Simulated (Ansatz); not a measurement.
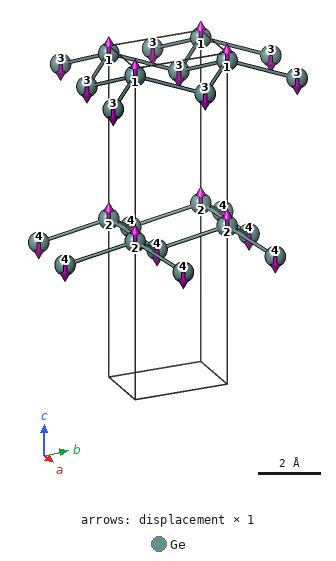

A relaxation of solid Ge (set up in P6_3mc). The starting structure is drawn; purple arrows show the displacements (the part carried along by the change of the cell is left out), at their true length.

A ball-and-stick model of the cell of the calculation, seen slightly off an axis.

Theory: DFT r2SCAN, scalar-relativistic, plane waves, PAW in Ansatz 0.2.0. (plane-wave cutoff 500 eV; k-point mesh 12 × 12 × 4; occupations gaussian; smearing width 0.1 eV; no spin polarisation; cell and atoms relaxed; force threshold 0.005 eV/Å; at most 80 steps)

### What happened in the run?

The energy falls by 177 meV per atom in 18 accepted moves (20 points after the start). The largest force component goes from 0.27 to 0.0012 eV/Å. The pressure goes from −1.81 to −0.03 GPa. The line search rejected the trial step at point 17 of the run. At 1 point the geometry stayed and the basis and grid were re-selected for the new cell (energy shift of 1.5 meV per atom at most each time). The largest moves relative to the cell, 0.57 Å, are those of Ge1, Ge2, Ge3 and Ge4. Ge2 goes along +c. The volume changes by −49.1 %, with a = b 4.050 → 3.858 Å (−4.7 %), c 10.993 → 6.169 Å (−43.9 %). Near-neighbour distances that change, for instance: Ge1–Ge4 5.347 → 2.716 Å, Ge1–Ge3 2.438 → 2.703 Å. New bonds form, among them: Ge1–Ge4 (5.35 → 2.72 Å), Ge2–Ge3 (5.35 → 2.72 Å). Bond angles that change, for instance: Ge3–Ge1–Ge3 112.4° → 91.1°. The space group stays P6_3mc (No. 186). The run took 2.7 min on 2 threads of AMD EPYC 9R45 96-Core Processor (Zen 5), on a shared host, peak memory 0.94 GiB.
